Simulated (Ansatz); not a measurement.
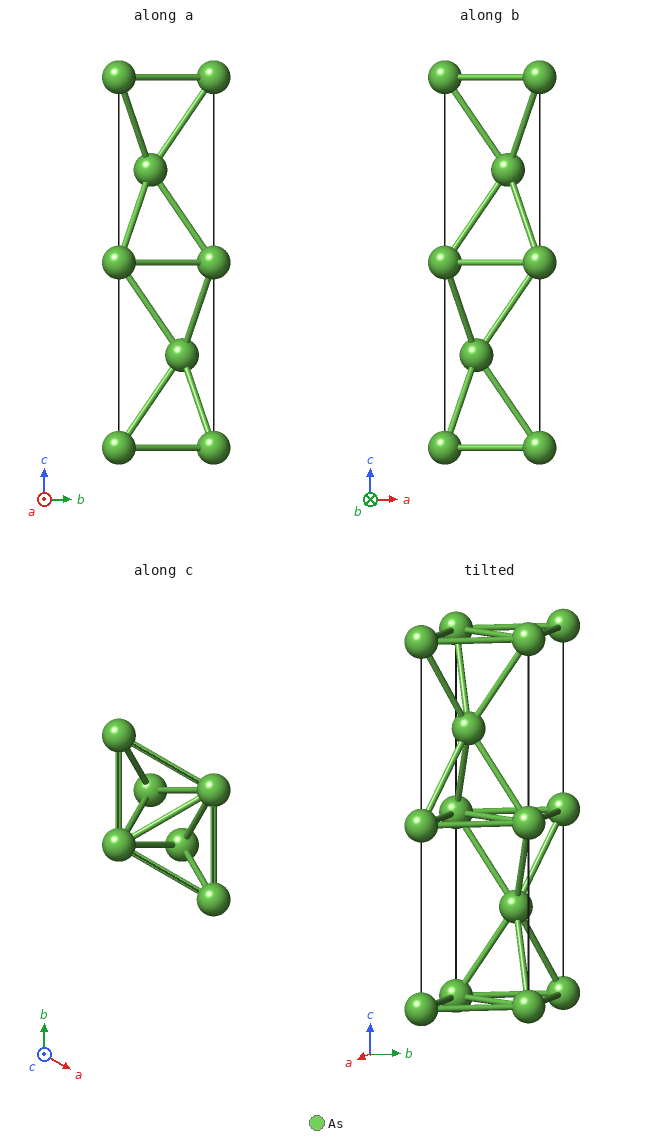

Figure: ball-and-stick view along the a axis, along the b axis, along the c axis and slightly off an axis. Thin lines show the conventional unit cell, with boundary atoms drawn in all their periodic places.

Lattice parameters: a = 2.9121 Å, b = 2.9121 Å, c = 9.8684 Å, α = 90.000°, β = 90.000°, γ = 120.000°.

Q: From the views, write a CIF with its space group and independent sites.

A:
```cif
data_structure
_symmetry_space_group_name_H-M 'P 63/m m c'
_symmetry_Int_Tables_number 194
_cell_length_a 2.9121
_cell_length_b 2.9121
_cell_length_c 9.8684
_cell_angle_alpha 90.000
_cell_angle_beta 90.000
_cell_angle_gamma 120.000
_cell_volume 72.48
loop_
_atom_site_label
_atom_site_type_symbol
_atom_site_symmetry_multiplicity
_atom_site_Wyckoff_symbol
_atom_site_fract_x
_atom_site_fract_y
_atom_site_fract_z
_atom_site_occupancy
As1 As 2 a 0.0000 0.0000 0.0000 1
As2 As 2 c 0.3333 0.6667 0.2500 1
```

The cell started as a structure type filled with this element by a generator (whether the element takes this form wasn't checked). Earlier steps of the study may have refined or changed the cell and positions. It was run through Ansatz as a DFT input.

At this level of theory the cell isn't at rest (compressed, at 7 GPa), so its distances can differ from those at equilibrium, the more so the softer the solid.
